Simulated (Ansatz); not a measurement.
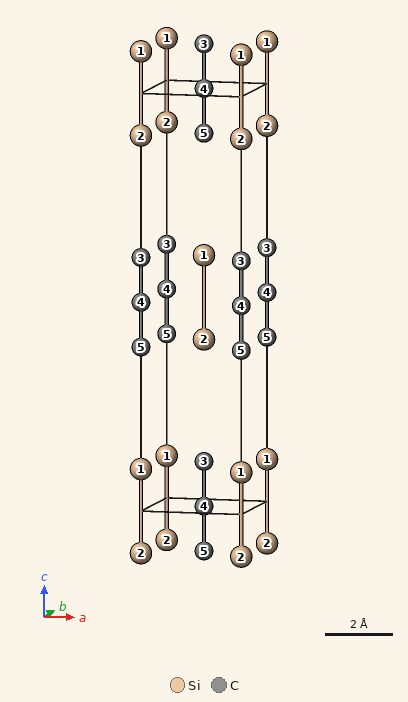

Figure 1. The starting structure (ball-and-stick view of the cell 2 times as large as that of the calculation, set on its symmetry axes, seen slightly off an axis; atoms are numbered from 1 in the order of the input). An atom can appear more than once, as a periodic image.

# Geometry relaxation, with input and output: Si$_{2}$C$_{3}$ (part 1 of 2)

- system: Si$_{2}$C$_{3}$ (I4/mmm, 5 atoms in the cell)
- method: DFT PBE, scalar-relativistic, plane waves, PAW, no spin polarisation (Ansatz 0.2.0)

The structure was made by a generator, so it may or may not be a known phase. Figures and captions count atoms from 1; the log counts them from 0 in places.

**Output**
```
basis.fft_grid_basis auto: the FFT boxes are laid along the combinations [[1, -1, 0], [0, 1, 0], [1, 0, 1]] of the cell's own vectors, 4.393, 6.690 and 3.107 Å long. The dense box has 30×45×24 points. Along the cell's own vectors, as sized, it would have 45×45×45, 2.81 times as many. Of the 16 symmetry operations that the crystal satisfies within crystal.symmetry.tolerance (time reversal apart; of a slab, those that keep its plane) the dense box along the cell's own vectors carries 16, and the one as laid loses 14 of those. basis.fft_grid_basis: typed keeps the cell's own vectors: state it where this run's energies or levels are differenced outside the engine with another run's, or held beside a run that keeps those vectors. Those combinations have planes normal to reciprocal vector 3, as the cell's own vectors have. Each planar average written beside output.write_density, output.write_potential has a row for each plane of the box: 24. The volumetric files lie along those combinations, not along the cell's own vectors: a cube or XSF file states them, and fields.json those of NumPy files.
Engine: ansatz 0.2.0, x86_64-unknown-linux-gnu
Pseudopotentials: kind: paw
Pseudopotential: Si, paw, valence charge 4, recommended cutoff 420 eV (normal), Si.paw.azcp
Pseudopotential: C, paw, valence charge 4, recommended cutoff 420 eV (normal), C.paw.azcp
Functional definition: PBE
  parameter kappa = 0.804
  parameter beta = 0.06672455060314922
  exchange = pbe_x(kappa = kappa, mu = beta*pi^2/3)
  correlation = pbe_c(beta = beta)
Crystal: 5 atoms, lattice volume = 60.986 Å³
Basis set: ecut = 420 eV, 1209 PW (Γ), FFT grids on a1−a2, a2, a1+a3, exchange–correlation on 60×90×48 points (8 copies of the dense FFT grid, shifted against one another)
Bands: 15, of which v1, the nominal top of the filled ones, is band 10 counted from 1 (9 counted from 0)
Symmetry: 16 space group operations
Space group: I4/mmm (ITA 139), of the structure as read, at distance tolerance 3.9e-5 Å
k-points: 349 of 4096
Non-local potential: Si, projectors of the file, l = 0: 2, l = 1: 2, l = 2: 2
Non-local potential: C, projectors of the file, l = 0: 2, l = 1: 2, l = 2: 1
PAW form: soft (Blöchl's): semilocal exchange-correlation on the pseudo side does not see the compensation charge
PAW one-centre angular grid: Si, 110 points (default); XC on 64 Gauss nodes
PAW one-centre angular grid: C, 110 points (default); XC on 64 Gauss nodes
Initial density: superposition of atomic densities (neutral atoms: chi_scale 0, normalization atom), corrected by the library's trained network
Initial wavefunctions: pseudopotential atomic-orbital guess
Functional: x = pbe(κ = 0.804, μ = 0.2195149727645171), c = pbe(β = 0.06672455060314922)
SCF iter   1: F=—  HF=-2018.339623 eV  |F-HF|=—  |Δ(HF+E_count)|=         —  Δρ=5.42e-3  dr2=1.21e-2  ethr=1.77e-3  ⟨swp⟩=6.7  Hψ=34007  notcnv=0
preconditioner: auto → Kerker (q_TF=auto, 2.266 Å⁻¹)  [metal: Δε(μ)=0.019 eV  Ē_g=10.714 eV  σ=0.100 eV  W_gap=0.11  n_scr=12 (ndim 8)  ℏωp=21.3 eV  f_vac=0.007  D(μ)=0.78/eV (n_scr^D=2)]
SCF iter   2: F=—  HF=-2018.341121 eV  |F-HF|=—  |Δ(HF+E_count)|=   1.50e-3  Δρ=3.13e-3  dr2=4.41e-3  ethr=6.07e-5  ⟨swp⟩=1.8  Hψ=9522  notcnv=0
SCF iter   3: F=—  HF=-2018.342019 eV  |F-HF|=—  |Δ(HF+E_count)|=   8.98e-4  Δρ=4.79e-4  dr2=2.74e-4  ethr=2.20e-5  ⟨swp⟩=2.7  Hψ=8714  notcnv=0
SCF iter   4: F=—  HF=-2018.342090 eV  |F-HF|=—  |Δ(HF+E_count)|=   7.16e-5  Δρ=1.67e-4  dr2=7.62e-5  ethr=1.37e-6  ⟨swp⟩=2.6  Hψ=7593  notcnv=0
SCF iter   5: F=—  HF=-2018.342096 eV  |F-HF|=—  |Δ(HF+E_count)|=   5.14e-6  Δρ=1.00e-4  dr2=1.39e-5  ethr=3.81e-7  ⟨swp⟩=2.1  Hψ=6772  notcnv=0
SCF iter   6: F=—  HF=-2018.342099 eV  |F-HF|=—  |Δ(HF+E_count)|=   3.70e-6  Δρ=5.41e-5  dr2=4.79e-6  ethr=6.96e-8  ⟨swp⟩=2.1  Hψ=8319  notcnv=0
SCF iter   7: F=-2018.342100 eV  HF=-2018.342099 eV  |F-HF|=4.44e-8  |Δ(HF+E_count)|=   2.44e-7  Δρ=1.10e-5  dr2=8.56e-8  ethr=5.00e-10  ⟨swp⟩=11.6  Hψ=44307  notcnv=0
SCF 1 converged in 7 iterations: F = -2018.342100 eV  dr2 = 8.56e-8
  greatest PAW one-centre occupation: 0.709 electrons in one spin orbital (limit 2), on the C atom at site 3 (counted from 0), in its partial waves of l = 0
relax step   1: F+E_penalty+E_count = -2018.34209954 eV  Δ(F+E_penalty+E_count) = +0.000e0 eV  max|allowed force component| = 1.213e-2 eV/Å  Δτ_max = 0.0000 Å  P = +0.011 GPa  Ω = 60.986 Å³  (7 SCF iters, dr2 threshold 1.00e-7 eV, accepted)
Crystal: 5 atoms, lattice volume = 61.006 Å³
Initial density: handed on by an earlier stage of this run
Initial wavefunctions: those handed on with the density
iter 1 solved again at ethr=7.32e-9 eV; its pass at ethr=3.10e-3 eV (dr2=1.46e-6 eV) is discarded
SCF iter   1: F=—  HF=-2018.342082 eV  |F-HF|=—  |Δ(HF+E_count)|=         —  Δρ=4.85e-5  dr2=1.36e-6  ethr=7.32e-9  ⟨swp⟩=2.1  Hψ=33604  notcnv=0
preconditioner: auto → Kerker (q_TF=auto, 2.266 Å⁻¹)  [metal: Δε(μ)=0.018 eV  Ē_g=10.699 eV  σ=0.100 eV  W_gap=0.10  n_scr=12 (ndim 8)  ℏωp=21.3 eV  f_vac=0.006  D(μ)=0.79/eV (n_scr^D=2)]
SCF iter   2: F=—  HF=-2018.342075 eV  |F-HF|=—  |Δ(HF+E_count)|=   7.26e-6  Δρ=2.53e-5  dr2=3.14e-7  ethr=6.82e-9  ⟨swp⟩=2.2  Hψ=8233  notcnv=0
SCF iter   3: F=—  HF=-2018.342075 eV  |F-HF|=—  |Δ(HF+E_count)|=   2.91e-9  Δρ=6.82e-6  dr2=3.29e-8  ethr=1.57e-9  ⟨swp⟩=2.4  Hψ=8011  notcnv=0
SCF iter   4: F=-2018.342075 eV  HF=-2018.342075 eV  |F-HF|=6.79e-10  |Δ(HF+E_count)|=   8.25e-9  Δρ=1.66e-6  dr2=1.76e-9  ethr=4.60e-11  ⟨swp⟩=8.3  Hψ=30295  notcnv=0
SCF 2 converged in 4 iterations: F = -2018.342075 eV  dr2 = 1.76e-9
relax step   2: F+E_penalty+E_count = -2018.34207472 eV  Δ(F+E_penalty+E_count) = +2.483e-5 eV  max|allowed force component| = 5.575e-3 eV/Å  Δτ_max = 0.0004 Å  P = +0.006 GPa  Ω = 61.006 Å³  energy of the carried Pulay correction = -3.188e-5 eV  (4 SCF iters, dr2 threshold 9.20e-9 eV, accepted)
Initial wavefunctions: pseudopotential atomic-orbital guess (no wavefunctions were taken with the density)
iter 1 solved again at ethr=1.82e-7 eV; its pass at ethr=3.10e-3 eV (dr2=3.64e-5 eV) is discarded
SCF iter   1: F=—  HF=-2018.342108 eV  |F-HF|=—  |Δ(HF+E_count)|=         —  Δρ=2.06e-6  dr2=1.51e-9  ethr=1.82e-7  ⟨swp⟩=3.5  Hψ=49654  notcnv=0
eigensolver tolerance schedule: the retry pair's looser diagonalisation over-reported the residual by 24066.49 of it (diagonalisation noise at an unbounded share of the residual, at the tolerance the schedule requests for it); recorded, not acted on — ethr = c·dr2/N_el stays at c = 1.0e-1
SCF iter   2: F=—  HF=-2018.342100 eV  |F-HF|=—  |Δ(HF+E_count)|=   7.63e-6  Δρ=1.34e-6  dr2=1.35e-9  ethr=7.57e-12  ⟨swp⟩=3.8  Hψ=13594  notcnv=0
SCF iter   3: F=—  HF=-2018.342100 eV  |F-HF|=—  |Δ(HF+E_count)|=  4.67e-10  Δρ=6.76e-7  dr2=4.65e-10  ethr=6.76e-12  ⟨swp⟩=1.3  Hψ=5332  notcnv=0
SCF iter   4: F=-2018.342100 eV  HF=-2018.342100 eV  |F-HF|=5.91e-12  |Δ(HF+E_count)|=  2.25e-10  Δρ=1.76e-7  dr2=1.81e-11  ethr=1.00e-12  ⟨swp⟩=6.3  Hψ=31682  notcnv=0
SCF 3 converged in 4 iterations: F = -2018.342100 eV  dr2 = 1.81e-11
relax step   3: F+E_penalty+E_count = -2018.34210020 eV  Δ(F+E_penalty+E_count) = -2.548e-5 eV  max|allowed force component| = 5.588e-3 eV/Å  Δτ_max = 0.0000 Å  P = +0.007 GPa  Ω = 61.006 Å³  stress off target by 5.23e-2 GPa  SCF on the basis re-selected at this cell (its energy is not comparable with the rows above)  (4 SCF iters)
basis re-selected at this cell: Δ(F+E_penalty+E_count) = -2.548e-5 eV, ΔP = +0.001 GPa vs the last step (what re-selecting the basis moved, of the pressure what is left beyond the Pulay correction that the steps carried, after the strain that the cell walked since its last selection, with what the two solves' SCF thresholds leave and, on support functions, any second-order correction that the steps lacked; it is no measure of the basis error at this ecutwfc). This SCF's stress stands 5.23e-2 GPa from its target on what of the cell is left free (relax.cell.stress_tol is 5.00e-2 GPa) and its largest allowed force component is 5.59e-3 eV/Å (relax.f_tol is 1.00e-2 eV/Å): not within both, so this SCF does not close the relaxation
Crystal: 5 atoms, lattice volume = 60.973 Å³
iter 1 solved again at ethr=5.87e-8 eV; its pass at ethr=3.10e-3 eV (dr2=1.17e-5 eV) is discarded
SCF iter   1: F=—  HF=-2018.342158 eV  |F-HF|=—  |Δ(HF+E_count)|=         —  Δρ=1.30e-4  dr2=9.29e-6  ethr=5.87e-8  ⟨swp⟩=2.2  Hψ=34941  notcnv=0
preconditioner: auto → Kerker (q_TF=auto, 2.266 Å⁻¹)  [metal: Δε(μ)=0.018 eV  Ē_g=10.698 eV  σ=0.100 eV  W_gap=0.10  n_scr=12 (ndim 8)  ℏωp=21.3 eV  f_vac=0.006  D(μ)=0.78/eV (n_scr^D=2)]
SCF iter   2: F=—  HF=-2018.342150 eV  |F-HF|=—  |Δ(HF+E_count)|=   7.63e-6  Δρ=6.75e-5  dr2=2.31e-6  ethr=4.64e-8  ⟨swp⟩=1.5  Hψ=6119  notcnv=0
SCF iter   3: F=—  HF=-2018.342150 eV  |F-HF|=—  |Δ(HF+E_count)|=   1.42e-7  Δρ=1.69e-5  dr2=3.51e-7  ethr=1.16e-8  ⟨swp⟩=2.3  Hψ=7896  notcnv=0
SCF iter   4: F=—  HF=-2018.342150 eV  |F-HF|=—  |Δ(HF+E_count)|=   3.47e-8  Δρ=5.01e-6  dr2=2.48e-8  ethr=1.75e-9  ⟨swp⟩=2.2  Hψ=7345  notcnv=0
SCF iter   5: F=-2018.342150 eV  HF=-2018.342150 eV  |F-HF|=1.01e-9  |Δ(HF+E_count)|=  2.05e-10  Δρ=1.07e-6  dr2=1.36e-9  ethr=3.42e-11  ⟨swp⟩=8.3  Hψ=29775  notcnv=0
SCF 4 converged in 5 iterations: F = -2018.342150 eV  dr2 = 1.36e-9
relax step   4: F+E_penalty+E_count = -2018.34214994 eV  Δ(F+E_penalty+E_count) = -4.974e-5 eV  max|allowed force component| = 1.696e-3 eV/Å  Δτ_max = 0.0011 Å  P = -0.006 GPa  Ω = 60.973 Å³  energy of the carried Pulay correction = +3.989e-5 eV  (5 SCF iters, dr2 threshold 6.83e-9 eV, accepted)
Crystal: 5 atoms, lattice volume = 60.875 Å³
iter 1 solved again at ethr=3.00e-7 eV; its pass at ethr=3.10e-3 eV (dr2=5.99e-5 eV) is discarded
SCF iter   1: F=—  HF=-2018.342297 eV  |F-HF|=—  |Δ(HF+E_count)|=         —  Δρ=2.83e-4  dr2=4.64e-5  ethr=3.00e-7  ⟨swp⟩=2.1  Hψ=34337  notcnv=0
preconditioner: auto → Kerker (q_TF=auto, 2.266 Å⁻¹)  [metal: Δε(μ)=0.018 eV  Ē_g=10.698 eV  σ=0.100 eV  W_gap=0.10  n_scr=12 (ndim 8)  ℏωp=21.3 eV  f_vac=0.005  D(μ)=0.78/eV (n_scr^D=2)]
SCF iter   2: F=—  HF=-2018.342285 eV  |F-HF|=—  |Δ(HF+E_count)|=   1.15e-5  Δρ=1.40e-4  dr2=8.97e-6  ethr=2.32e-7  ⟨swp⟩=2.2  Hψ=8443  notcnv=0
SCF iter   3: F=—  HF=-2018.342286 eV  |F-HF|=—  |Δ(HF+E_count)|=   4.34e-7  Δρ=4.13e-5  dr2=1.21e-6  ethr=4.49e-8  ⟨swp⟩=2.1  Hψ=6939  notcnv=0
SCF iter   4: F=—  HF=-2018.342285 eV  |F-HF|=—  |Δ(HF+E_count)|=   5.26e-7  Δρ=8.37e-6  dr2=3.99e-8  ethr=6.06e-9  ⟨swp⟩=2.3  Hψ=7711  notcnv=0
SCF iter   5: F=—  HF=-2018.342285 eV  |F-HF|=—  |Δ(HF+E_count)|=   2.20e-8  Δρ=1.15e-6  dr2=1.49e-9  ethr=1.99e-10  ⟨swp⟩=2.1  Hψ=7893  notcnv=0
SCF iter   6: F=—  HF=-2018.342285 eV  |F-HF|=—  |Δ(HF+E_count)|=  7.55e-10  Δρ=4.27e-7  dr2=2.63e-10  ethr=7.47e-12  ⟨swp⟩=2.4  Hψ=8174  notcnv=0
SCF iter   7: F=-2018.342285 eV  HF=-2018.342285 eV  |F-HF|=5.00e-12  |Δ(HF+E_count)|=  3.09e-10  Δρ=1.38e-7  dr2=3.80e-11  ethr=1.00e-12  ⟨swp⟩=7.0  Hψ=25038  notcnv=0
SCF 5 converged in 7 iterations: F = -2018.342285 eV  dr2 = 3.80e-11
relax step   5: F+E_penalty+E_count = -2018.34228508 eV  Δ(F+E_penalty+E_count) = -1.351e-4 eV  max|allowed force component| = 1.891e-3 eV/Å  Δτ_max = 0.0023 Å  P = -0.005 GPa  Ω = 60.875 Å³  energy of the carried Pulay correction = +1.674e-4 eV  (7 SCF iters, accepted)
iter 1 solved again at ethr=1.83e-7 eV; its pass at ethr=3.10e-3 eV (dr2=3.67e-5 eV) is discarded
SCF iter   1: F=—  HF=-2018.342129 eV  |F-HF|=—  |Δ(HF+E_count)|=         —  Δρ=8.70e-6  dr2=6.36e-9  ethr=1.83e-7  ⟨swp⟩=3.5  Hψ=49650  notcnv=0
eigensolver tolerance schedule: the retry pair's looser diagonalisation over-reported the residual by 5764.55 of it (diagonalisation noise at 0.52 of the residual, at the tolerance the schedule requests for it); recorded, not acted on — ethr = c·dr2/N_el stays at c = 1.0e-1
SCF iter   2: F=—  HF=-2018.342124 eV  |F-HF|=—  |Δ(HF+E_count)|=   5.49e-6  Δρ=4.59e-6  dr2=1.41e-9  ethr=3.18e-11  ⟨swp⟩=3.2  Hψ=12165  notcnv=0
SCF iter   3: F=—  HF=-2018.342124 eV  |F-HF|=—  |Δ(HF+E_count)|=   6.38e-9  Δρ=9.09e-7  dr2=7.12e-11  ethr=7.06e-12  ⟨swp⟩=2.7  Hψ=9103  notcnv=0
SCF iter   4: F=-2018.342124 eV  HF=-2018.342124 eV  |F-HF|=3.64e-12  |Δ(HF+E_count)|=  2.66e-10  Δρ=1.08e-7  dr2=1.15e-11  ethr=1.00e-12  ⟨swp⟩=7.8  Hψ=28997  notcnv=0
SCF 6 converged in 4 iterations: F = -2018.342124 eV  dr2 = 1.15e-11
relax step   6: F+E_penalty+E_count = -2018.34212367 eV  Δ(F+E_penalty+E_count) = +1.614e-4 eV  max|allowed force component| = 1.989e-3 eV/Å  Δτ_max = 0.0000 Å  P = -0.007 GPa  Ω = 60.875 Å³  stress off target by 1.19e-2 GPa  SCF on the basis re-selected at this cell (its energy is not comparable with the rows above)  (4 SCF iters)
```

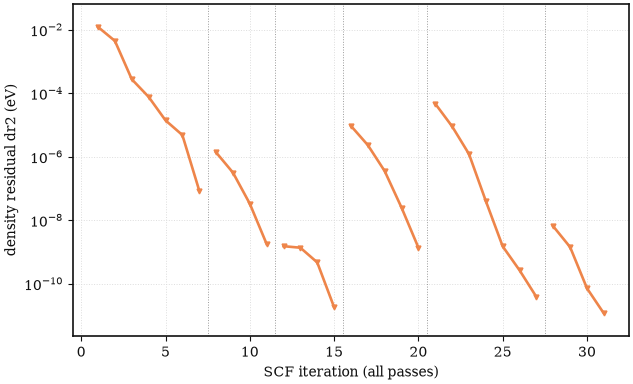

Figure 2. Convergence of the self-consistent field: density residual dr2 against the SCF iteration. The dotted lines part the SCF passes of the relaxation: geometry steps, rejected trials and re-solves on a re-selected basis. The 6 passes take 4 to 7 iterations each, 31 in all.
